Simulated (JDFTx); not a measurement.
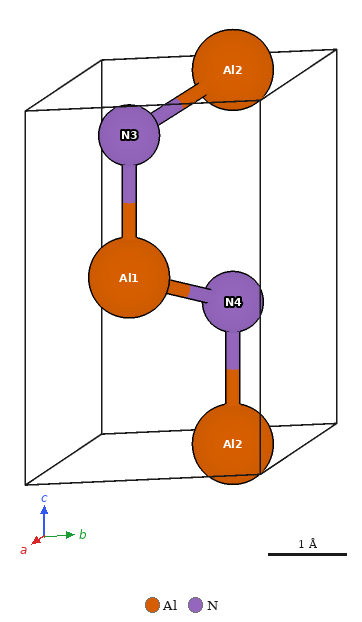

Figure 1. The structure as given in the input (ball-and-stick view of the cell of the calculation, seen slightly off an axis; atoms are numbered from 1 in the order of the input).

Run report: AlN, geometry relaxation (part 1 of 2)

- system: AlN (P6₃mc, 4 atoms in the cell)
- method: Kohn-Sham DFT of a periodic cell, PBE with D3(BJ), PseudoDojo-SR-PBE-0.5-standard, no spin polarisation (JDFTx 1.7.0 (patched build))

The structure derives from an entry of the Crystallography Open Database.

### Input file
```
include AlN.lattice
coords-type Lattice
include AlN.ionpos

ion-species pseudo/Al.upf
ion-species pseudo/N.upf
elec-cutoff 42 336
elec-ex-corr gga-PBE
van-der-waals D3BJ
kpoint-folding 10 10 6
elec-smearing Fermi 0.0018374661
elec-n-bands 14
electronic-SCF nIterations 100 energyDiffThreshold 1e-09
electronic-minimize nIterations 30 energyDiffThreshold 1e-7
forces-output-coords Cartesian
lattice-minimize nIterations 40 energyDiffThreshold 1e-6

dump-name run.$VAR
dump End Ecomponents EigStats BandEigs Kpoints Forces Stress
```

### File AlN.lattice
```
lattice \
    5.8827174260    -2.9413587130     0.0000000000 \
    0.0000000000     5.0945827342     0.0000000000 \
    0.0000000000     0.0000000000     9.4127258268
```

### File AlN.ionpos
```
ion Al     0.6666666667     0.3333333333     0.5000000000 1
ion Al     0.3333333333     0.6666666667     0.0000000000 1
ion N      0.6666666667     0.3333333333     0.8800000000 1
ion N      0.3333333333     0.6666666667     0.3800000000 1
```

Hardware: 1 thread of Arm Neoverse V1, 24 GiB of memory available, shared host.

Command:
```bash
jdftx -c 1 -i AlN.in -o AlN.out
```

### Output
```
*************** JDFTx 1.7.0 (patched build) ***************

Input parsed successfully to the following command list (including defaults):
[... the input with its defaults ...]

---------- Setting up symmetries ----------

Found 24 point-group symmetries of the bravais lattice
Found 12 space-group symmetries with basis
Applied RMS atom displacement 3.39639e-10 bohrs to make symmetries exact.

---------- Initializing the Grid ----------
R =
[      5.88272     -2.94136            0  ]
[            0      5.09458            0  ]
[            0            0      9.41273  ]
unit cell volume = 282.099
G =
[    1.06808   0.616654         -0  ]
[          0    1.23331          0  ]
[          0         -0    0.66752  ]
Minimum fftbox size, Smin = [  52  52  80  ]
Chosen fftbox size, S = [  54  54  80  ]

---------- Initializing tighter grid for wavefunction operations ----------
R =
[      5.88272     -2.94136            0  ]
[            0      5.09458            0  ]
[            0            0      9.41273  ]
unit cell volume = 282.099
G =
[    1.06808   0.616654         -0  ]
[          0    1.23331          0  ]
[          0         -0    0.66752  ]
Minimum fftbox size, Smin = [  36  36  56  ]
Chosen fftbox size, S = [  36  36  56  ]

---------- Exchange Correlation functional ----------
Initalized PBE GGA exchange.
Initalized PBE GGA correlation.

---------- Setting up pseudopotentials ----------
Width of ionic core gaussian charges (only for fluid interactions / plotting) set to 0

Reading pseudopotential file 'pseudo/Al.upf':
  'Al' pseudopotential, 'PBE' functional
  Generated using ONCVPSP code by D. R. Hamann
  3 valence electrons, 2 orbitals, 6 projectors, 1001 radial grid points, with lMax = 2
    3S    l: 0   occupation:  2.0   eigenvalue: -0.284914
    3P    l: 1   occupation:  1.0   eigenvalue: -0.099668
  Core radius for overlap checks: 1.74 bohrs.

Reading pseudopotential file 'pseudo/N.upf':
  'N' pseudopotential, 'PBE' functional
  Generated using ONCVPSP code by D. R. Hamann
  5 valence electrons, 2 orbitals, 4 projectors, 1001 radial grid points, with lMax = 1
    2S    l: 0   occupation:  2.0   eigenvalue: -0.682907
    2P    l: 1   occupation:  3.0   eigenvalue: -0.260548
  Core radius for overlap checks: 1.31 bohrs.

Initialized 2 species with 4 total atoms.

Folded 1 k-points by 10x10x6 to 600 k-points.

---------- Setting up k-points, bands, fillings ----------
Adding inversion symmetry to k-mesh for non-inversion-symmetric unit cell.
Reduced to 56 k-points under symmetry.
Computing the number of bands and number of electrons
Calculating initial fillings.
nElectrons:  16.000000   nBands: 14   nStates: 56

----- Setting up reduced wavefunction bases (one per k-point) -----
average nbasis = 3667.555 , ideal nbasis = 3667.499

Initializing DFT-D3(BJ) calculator:
	Parameters set for gga-PBE functional
	s6:  1.000  s8:  0.787
	a1:  0.429  a2:  4.441
	Per-atom parameters loaded for:
	Al:  sqrtQ[a0]:  5.652  Rcov[a0]:  2.135  CN: [ 0.00 0.96 1.93 2.91 ]
	 N:  sqrtQ[a0]:  2.712  Rcov[a0]:  1.342  CN: [ 0.00 0.99 2.01 2.99 ]

---------- Setting up ewald sum ----------
Optimum gaussian width for ewald sums = 2.076670 bohr.
Real space sum over 1089 unit cells with max indices [  5  5  4  ]
Reciprocal space sum over 2873 terms with max indices [  6  6  8  ]

Computing DFT-D3 correction:
# coordination-number Al 8.944 8.944
# coordination-number N 4.094 4.094
# diagonal-C6 Al 153.59 153.59
# diagonal-C6 N 15.58 15.58
EvdW_6 =   -0.024047
EvdW_8 =   -0.015404

---------- Allocating electronic variables ----------
Initializing wave functions:  linear combination of atomic orbitals
Al pseudo-atom occupations:   s ( 2 )  p ( 1 )
N pseudo-atom occupations:   s ( 2 )  p ( 3 )
	FillingsUpdate:  mu: +0.530996649  nElectrons: 16.000000
LCAOMinimize: Iter:   0  F: -23.9120330616437791  |grad|_K:  9.368e-03  alpha:  1.000e+00
	FillingsUpdate:  mu: +0.412255325  nElectrons: 16.000000
LCAOMinimize: Iter:   1  F: -24.2263310622518375  |grad|_K:  7.000e-04  alpha:  3.873e-01  linmin: -6.976e-01  cgtest:  9.236e-01
LCAOMinimize: Encountered beta<0, resetting CG.
[... 5 lines of inner loops ...]
LCAOMinimize: Iter:   4  F: -24.2279286336653144  |grad|_K:  1.904e-07  alpha:  4.002e-01  linmin:  1.359e-04  cgtest:  1.003e-02
	FillingsUpdate:  mu: +0.404714646  nElectrons: 16.000000
LCAOMinimize: Iter:   5  F: -24.2279286339278315  |grad|_K:  2.116e-08  alpha:  8.924e-01  linmin: -1.564e-02  cgtest:  2.890e-02
LCAOMinimize: Converged (|Delta F|<1.000000e-06 for 2 iters).

--------- Lattice Minimization ---------

Computing DFT-D3 correction:
# coordination-number Al 8.944 8.944
# coordination-number N 4.094 4.094
# diagonal-C6 Al 153.59 153.59
# diagonal-C6 N 15.58 15.58
EvdW_6 =   -0.024047
EvdW_8 =   -0.015404

-------- Electronic minimization -----------
Will mix electronic density at each iteration.
	FillingsUpdate:  mu: +0.404714646  nElectrons: 16.000000
	FillingsUpdate:  mu: +0.377249396  nElectrons: 16.000000
SCF: Cycle:  0   F: -24.367896026614041   dF: -1.400e-01   |Residual|: 1.266e-01   |deigs|: 5.795e-02
	FillingsUpdate:  mu: +0.300000000  nElectrons: 16.000000
SCF: Cycle:  1   F: -24.378498146323899   dF: -1.060e-02   |Residual|: 3.921e-02   |deigs|: 1.231e-02
	FillingsUpdate:  mu: +0.300000000  nElectrons: 16.000000
SCF: Cycle:  2   F: -24.378745014645514   dF: -2.469e-04   |Residual|: 1.465e-02   |deigs|: 7.154e-04
	FillingsUpdate:  mu: +0.300000000  nElectrons: 16.000000
SCF: Cycle:  3   F: -24.378793188303092   dF: -4.817e-05   |Residual|: 2.928e-03   |deigs|: 1.812e-03
	FillingsUpdate:  mu: +0.300000000  nElectrons: 16.000000
SCF: Cycle:  4   F: -24.378797335879014   dF: -4.148e-06   |Residual|: 1.601e-03   |deigs|: 2.646e-04
	FillingsUpdate:  mu: +0.300000000  nElectrons: 16.000000
SCF: Cycle:  5   F: -24.378799753837807   dF: -2.418e-06   |Residual|: 1.081e-04   |deigs|: 1.972e-04
	FillingsUpdate:  mu: +0.300000000  nElectrons: 16.000000
SCF: Cycle:  6   F: -24.378800088991913   dF: -3.352e-07   |Residual|: 1.581e-04   |deigs|: 6.765e-05
	FillingsUpdate:  mu: +0.300000000  nElectrons: 16.000000
SCF: Cycle:  7   F: -24.378800250573406   dF: -1.616e-07   |Residual|: 2.567e-05   |deigs|: 6.415e-05
	FillingsUpdate:  mu: +0.300000000  nElectrons: 16.000000
SCF: Cycle:  8   F: -24.378800292935487   dF: -4.236e-08   |Residual|: 9.998e-06   |deigs|: 5.619e-05
	FillingsUpdate:  mu: +0.300000000  nElectrons: 16.000000
SCF: Cycle:  9   F: -24.378800313185138   dF: -2.025e-08   |Residual|: 8.488e-06   |deigs|: 1.057e-04
	FillingsUpdate:  mu: +0.300000000  nElectrons: 16.000000
SCF: Cycle: 10   F: -24.378800318735870   dF: -5.551e-09   |Residual|: 4.580e-06   |deigs|: 8.042e-05
	FillingsUpdate:  mu: +0.300000000  nElectrons: 16.000000
SCF: Cycle: 11   F: -24.378800321502556   dF: -2.767e-09   |Residual|: 1.135e-06   |deigs|: 9.588e-05
	FillingsUpdate:  mu: +0.300000000  nElectrons: 16.000000
SCF: Cycle: 12   F: -24.378800322184066   dF: -6.815e-10   |Residual|: 7.215e-07   |deigs|: 6.915e-05
	FillingsUpdate:  mu: +0.300000000  nElectrons: 16.000000
SCF: Cycle: 13   F: -24.378800322504151   dF: -3.201e-10   |Residual|: 3.406e-07   |deigs|: 1.591e-04
SCF: Converged (|Delta E|<1.000000e-09 for 2 iters).

Setting wave functions to eigenvectors of Hamiltonian

Computing DFT-D3 correction:
# coordination-number Al 8.944 8.944
# coordination-number N 4.094 4.094
# diagonal-C6 Al 153.59 153.59
# diagonal-C6 N 15.58 15.58
EvdW_6 =   -0.024047
EvdW_8 =   -0.015404
# Lattice vectors:
R =
[      5.88272     -2.94136            0  ]
[            0      5.09458            0  ]
[            0            0      9.41273  ]
unit cell volume = 282.099

# Strain tensor in Cartesian coordinates:
[            0            0            0  ]
[            0            0            0  ]
[            0            0            0  ]

# Stress tensor in Cartesian coordinates [Eh/a0^3]:
[  4.93506e-05            0            0  ]
[            0  4.93506e-05            0  ]
[            0            0 -7.92403e-06  ]

# Ionic positions in lattice coordinates:
ion Al   0.666666666666667   0.333333333333333   0.500000000000000 1
ion Al   0.333333333333333   0.666666666666667   0.000000000000000 1
ion N   0.666666666666667   0.333333333333333   0.880000000000000 1
ion N   0.333333333333333   0.666666666666667   0.380000000000000 1

# Forces in Cartesian coordinates:
force Al   0.000000000000000   0.000000000000000  -0.002524322311313 1
force Al  -0.000000000000000  -0.000000000000000  -0.002524322311313 1
force N   0.000000000000000   0.000000000000000   0.002524457294349 1
force N   0.000000000000000   0.000000000000000   0.002524457294349 1

# Energy components:
   Eewald =      -21.7432241418277208
       EH =        5.6889440919323091
     Eloc =      -16.0700353377008973
      Enl =       -1.3426564264109324
     EvdW =       -0.0394509568484656
      Exc =       -8.4983432216133554
 Exc_core =        1.2492274786778994
       KE =       16.3767381912873446
-------------------------------------
     Etot =      -24.3788003225038139
       TS =        0.0000000000003358
-------------------------------------
        F =      -24.3788003225041514

LatticeMinimize: Iter:   0  F: -24.378800322504151  |grad|_K:  5.884e-03

#--- Lowdin population analysis ---
# oxidation-state Al +1.086 +1.086
# oxidation-state N -1.023 -1.023

Computing DFT-D3 correction:
# coordination-number Al 8.953 8.953
# coordination-number N 4.095 4.095
# diagonal-C6 Al 153.59 153.59
# diagonal-C6 N 15.58 15.58
EvdW_6 =   -0.024062
EvdW_8 =   -0.015413

-------- Electronic minimization -----------
Will mix electronic density at each iteration.
	FillingsUpdate:  mu: +0.300000000  nElectrons: 16.000000
	FillingsUpdate:  mu: +0.300000000  nElectrons: 16.000000
SCF: Cycle:  0   F: -24.378829440269993   dF: -6.150e-06   |Residual|: 5.015e-04   |deigs|: 1.451e-04
	FillingsUpdate:  mu: +0.300000000  nElectrons: 16.000000
SCF: Cycle:  1   F: -24.378829897900616   dF: -4.576e-07   |Residual|: 2.283e-04   |deigs|: 6.522e-05
	FillingsUpdate:  mu: +0.300000000  nElectrons: 16.000000
SCF: Cycle:  2   F: -24.378829978905269   dF: -8.100e-08   |Residual|: 8.327e-05   |deigs|: 4.901e-05
	FillingsUpdate:  mu: +0.300000000  nElectrons: 16.000000
SCF: Cycle:  3   F: -24.378829998348110   dF: -1.944e-08   |Residual|: 2.297e-05   |deigs|: 5.136e-05
	FillingsUpdate:  mu: +0.300000000  nElectrons: 16.000000
SCF: Cycle:  4   F: -24.378830004129998   dF: -5.782e-09   |Residual|: 9.555e-06   |deigs|: 6.737e-05
	FillingsUpdate:  mu: +0.300000000  nElectrons: 16.000000
SCF: Cycle:  5   F: -24.378830006150054   dF: -2.020e-09   |Residual|: 4.297e-06   |deigs|: 7.300e-05
	FillingsUpdate:  mu: +0.300000000  nElectrons: 16.000000
SCF: Cycle:  6   F: -24.378830006859705   dF: -7.097e-10   |Residual|: 1.308e-06   |deigs|: 6.584e-05
	FillingsUpdate:  mu: +0.300000000  nElectrons: 16.000000
SCF: Cycle:  7   F: -24.378830007138426   dF: -2.787e-10   |Residual|: 1.847e-06   |deigs|: 7.483e-05
SCF: Converged (|Delta E|<1.000000e-09 for 2 iters).

Setting wave functions to eigenvectors of Hamiltonian

Computing DFT-D3 correction:
# coordination-number Al 8.953 8.953
# coordination-number N 4.095 4.095
# diagonal-C6 Al 153.59 153.59
# diagonal-C6 N 15.58 15.58
EvdW_6 =   -0.024062
EvdW_8 =   -0.015413
# Lattice vectors:
R =
[      5.88081     -2.94041            0  ]
[            0      5.09293            0  ]
[            0            0      9.41321  ]
unit cell volume = 281.931

# Strain tensor in Cartesian coordinates:
[ -0.000323663            0            0  ]
[            0 -0.000323663            0  ]
[            0            0  5.19693e-05  ]

# Stress tensor in Cartesian coordinates [Eh/a0^3]:
[  3.94847e-05            0            0  ]
[            0  3.94847e-05            0  ]
[            0            0  9.57839e-07  ]

# Ionic positions in lattice coordinates:
ion Al   0.666666666666667   0.333333333333333   0.499731810970671 1
ion Al   0.333333333333333   0.666666666666667  -0.000268189029329 1
ion N   0.666666666666667   0.333333333333333   0.880268189029329 1
ion N   0.333333333333333   0.666666666666667   0.380268189029329 1

# Forces in Cartesian coordinates:
force Al   0.000000000000000   0.000000000000000  -0.001737020677636 1
force Al  -0.000000000000000   0.000000000000000  -0.001737020677636 1
force N   0.000000000000000  -0.000000000000000   0.001741109057895 1
force N   0.000000000000000   0.000000000000000   0.001741109057895 1

# Energy components:
   Eewald =      -21.7477011892496250
       EH =        5.6876561668785417
     Eloc =      -16.0657075732958283
      Enl =       -1.3428604952751308
     EvdW =       -0.0394751933927211
      Exc =       -8.4990917338560799
 Exc_core =        1.2492275022873858
       KE =       16.3791225087654553
-------------------------------------
     Etot =      -24.3788300071379993
       TS =        0.0000000000004250
-------------------------------------
        F =      -24.3788300071384256

LatticeMinimize: Iter:   1  F: -24.378830007138426  |grad|_K:  4.226e-03  alpha:  1.000e+00  linmin: -3.028e-01

#--- Lowdin population analysis ---
# oxidation-state Al +1.087 +1.087
# oxidation-state N -1.023 -1.023

Computing DFT-D3 correction:
# coordination-number Al 8.988 8.988
# coordination-number N 4.097 4.097
# diagonal-C6 Al 153.59 153.59
# diagonal-C6 N 15.58 15.58
EvdW_6 =   -0.024116
EvdW_8 =   -0.015448

-------- Electronic minimization -----------
Will mix electronic density at each iteration.
	FillingsUpdate:  mu: +0.300000000  nElectrons: 16.000000
	FillingsUpdate:  mu: +0.300000000  nElectrons: 16.000000
SCF: Cycle:  0   F: -24.378862967532335   dF: -2.900e-05   |Residual|: 1.054e-03   |deigs|: 1.595e-04
	FillingsUpdate:  mu: +0.300000000  nElectrons: 16.000000
SCF: Cycle:  1   F: -24.378863843154196   dF: -8.756e-07   |Residual|: 4.590e-04   |deigs|: 1.039e-04
	FillingsUpdate:  mu: +0.300000000  nElectrons: 16.000000
SCF: Cycle:  2   F: -24.378863962656549   dF: -1.195e-07   |Residual|: 1.440e-04   |deigs|: 4.863e-05
	FillingsUpdate:  mu: +0.300000000  nElectrons: 16.000000
SCF: Cycle:  3   F: -24.378863987785312   dF: -2.513e-08   |Residual|: 2.811e-05   |deigs|: 4.192e-05
	FillingsUpdate:  mu: +0.300000000  nElectrons: 16.000000
SCF: Cycle:  4   F: -24.378863995265814   dF: -7.481e-09   |Residual|: 1.182e-05   |deigs|: 3.358e-05
	FillingsUpdate:  mu: +0.300000000  nElectrons: 16.000000
SCF: Cycle:  5   F: -24.378863998008832   dF: -2.743e-09   |Residual|: 3.617e-06   |deigs|: 3.719e-05
	FillingsUpdate:  mu: +0.300000000  nElectrons: 16.000000
SCF: Cycle:  6   F: -24.378863998988699   dF: -9.799e-10   |Residual|: 2.262e-06   |deigs|: 3.670e-05
	FillingsUpdate:  mu: +0.300000000  nElectrons: 16.000000
SCF: Cycle:  7   F: -24.378863999377234   dF: -3.885e-10   |Residual|: 6.164e-07   |deigs|: 3.980e-05
SCF: Converged (|Delta E|<1.000000e-09 for 2 iters).

Setting wave functions to eigenvectors of Hamiltonian

Computing DFT-D3 correction:
# coordination-number Al 8.988 8.988
# coordination-number N 4.097 4.097
# diagonal-C6 Al 153.59 153.59
# diagonal-C6 N 15.58 15.58
EvdW_6 =   -0.024116
EvdW_8 =   -0.015448
# Lattice vectors:
R =
[      5.87529     -2.93764            0  ]
[            0      5.08815            0  ]
[            0            0      9.41046  ]
unit cell volume = 281.319

# Strain tensor in Cartesian coordinates:
[  -0.00126336            0            0  ]
[            0  -0.00126336            0  ]
[            0            0  -0.00024081  ]
```
